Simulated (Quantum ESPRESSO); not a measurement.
**A series of single points on Ca**

System: Ca (P6₃/mmc, 2 atoms in the cell).
Method: Kohn-Sham DFT of a periodic cell, PBE, SSSP 1.3 efficiency PBE, no spin polarisation (Quantum ESPRESSO 7.5).

The 7 runs differ only in the geometry, by an even scaling of the cell at fixed fractional positions. The structure derives from an entry of the Crystallography Open Database.

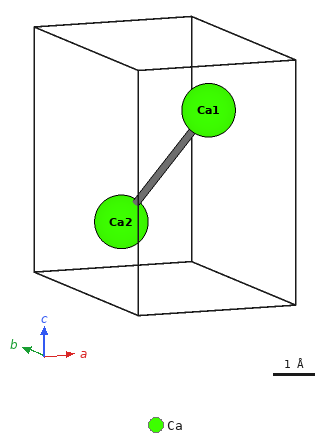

Figure 1. The structure of run 4 (ball-and-stick view of the cell of the calculation, seen at an oblique angle; atoms are numbered from 1 in the order of the input).

### The input of run 4
```
&CONTROL
  calculation = 'scf'
  prefix = 'pwscf'
  outdir = './tmp'
  pseudo_dir = './pseudo'
  tprnfor = .true.
  tstress = .true.
  disk_io = 'low'
/
&SYSTEM
  ibrav = 0
  nat = 2
  ntyp = 1
  ecutwfc = 55
  ecutrho = 440
  nbnd = 16
  occupations = 'smearing'
  smearing = 'fd'
  degauss = 0.00367493
/
&ELECTRONS
  conv_thr = 4d-10
  electron_maxstep = 120
  mixing_beta = 0.5
/
ATOMIC_SPECIES
Ca    40.0780 Ca_pbe_v1.uspp.F.UPF
CELL_PARAMETERS angstrom
   3.9800000000    0.0000000000    0.0000000000
  -1.9900000000    3.4467811071    0.0000000000
   0.0000000000    0.0000000000    6.5200000000
ATOMIC_POSITIONS crystal
Ca     0.6666666667    0.3333333333    0.7500000000
Ca     0.3333333333    0.6666666667    0.2500000000
K_POINTS automatic
8 8 4 0 0 0
```

### File pp_density.in of run 4
```
&INPUTPP
  prefix = 'pwscf'
  outdir = './tmp'
  filplot = 'density.dat'
  plot_num = 0
/
&PLOT
  nfile = 1
  filepp(1) = 'density.dat'
  iflag = 3
  output_format = 6
  fileout = 'density.cube'
/
```

### File pp_potential.in of run 4
```
&INPUTPP
  prefix = 'pwscf'
  outdir = './tmp'
  filplot = 'potential.dat'
  plot_num = 11
/
&PLOT
  nfile = 1
  filepp(1) = 'potential.dat'
  iflag = 3
  output_format = 6
  fileout = 'potential.cube'
/
```

Command:
```bash
OMP_NUM_THREADS=1 pw.x -in pw.in > pw.out
OMP_NUM_THREADS=1 pp.x -in pp_density.in > pp_density.out
OMP_NUM_THREADS=1 pp.x -in pp_potential.in > pp_potential.out
```

Run 2 has the same physical settings and fractional positions; its lattice vectors (Å) are:
```
   3.926210    0.000000    0.000000
  -1.963105    3.400197    0.000000
   0.000000    0.000000    6.431881
```

### Results, with one run withheld

```tsv
run	volume per atom (Å³)	free energy per atom, from the lowest run given (meV)	pressure (GPa)
1	42.038	0.00	0.16
2	42.932	?	?
3	43.827	2.23	−0.54
4	44.721	6.12	−0.85
5	45.616	11.62	−1.13
6	46.510	18.61	−1.38
7	47.405	26.94	−1.61
```

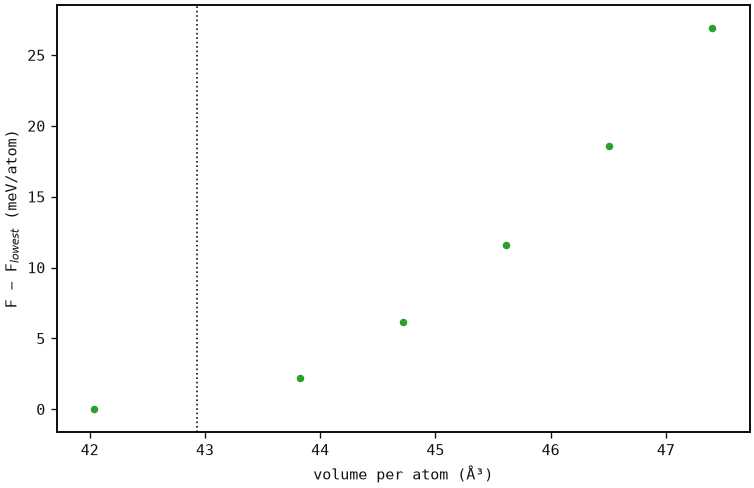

Figure 2. Free energy per atom of the runs given; the dotted line marks run 2.

What should run 2 give?

A cubic polynomial in V^(−2/3) (the Birch–Murnaghan form), fitted to the 6 runs given, misses them by at most 0.01 meV per atom. With x = V^(−2/3) − 0.07909 Å⁻², it reads F = 7.4282 − 4907.5 x + 7.9651e+05 x² − 2.1752e+06 x³ (meV per atom). At run 2 it gives 0.13 meV per atom, and the run itself gives 0.14. The slope of the fit gives a pressure −dF/dV of −0.21 GPa there, and the run prints −0.21 GPa. The fit has its minimum at 42.424 Å³ per atom, where V d²F/dV² gives 17.6 GPa. Cell shape and fractional positions are held, so this is the stiffness under even scaling; the relaxed bulk modulus wasn't computed.

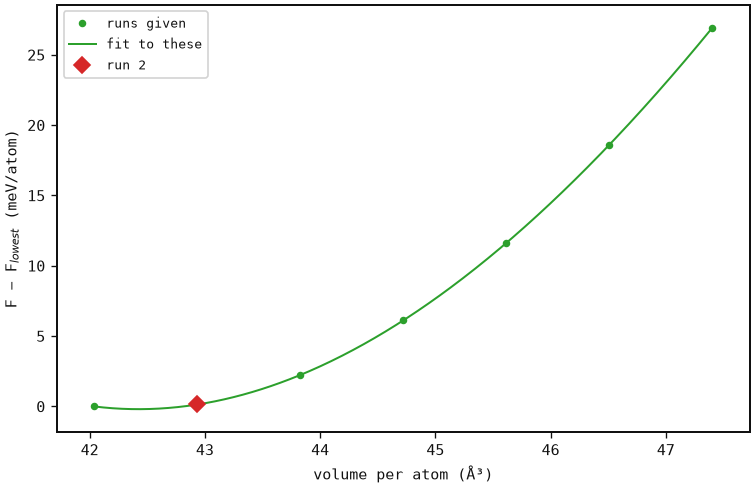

Figure 3. The fit and the withheld run.

### Some lines of the output (run 2)
```
[...]
     unit-cell volume          =     579.4450 (a.u.)^3
     number of k points=    30  Fermi-Dirac smearing, width (Ry)=  0.0037
     total energy              =    -149.84983437 Ry
     total energy              =    -149.85042656 Ry
     total energy              =    -149.85048885 Ry
     total energy              =    -149.85049434 Ry
     total energy              =    -149.85049475 Ry
     the Fermi energy is     4.9245 ev
!    total energy              =    -149.85049476 Ry
     The total energy is F=E-TS. E is the sum of the following terms:
     Computing stress (Cartesian axis) and pressure
          total   stress  (Ry/bohr**3)                   (kbar)     P=       -2.11
```
